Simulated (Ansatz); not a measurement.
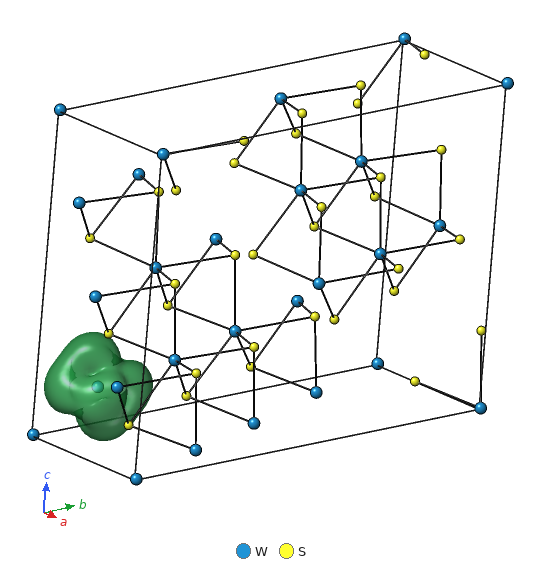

W17S32 (cell charge +3, with a compensating background) (cell with a defect). Isosurface of the spin density (up minus down) at +0.015 e/Å³ (green), seen slightly off an axis. Sticks mark near contacts.

Spin-polarised.

All numbers below come from DFT PBE, scalar-relativistic, plane waves, PAW in Ansatz.

Core electrons are frozen (PAW), and the valence fields are smoothed inside the atomic spheres.

> Describe the spin distribution.

The spin density sits on W: +0.5 μB in one cell of 49 atoms: with much of the spin spread outside that site. The cell of the calculation (49 atoms) carries 1.0 μB of net spin moment.
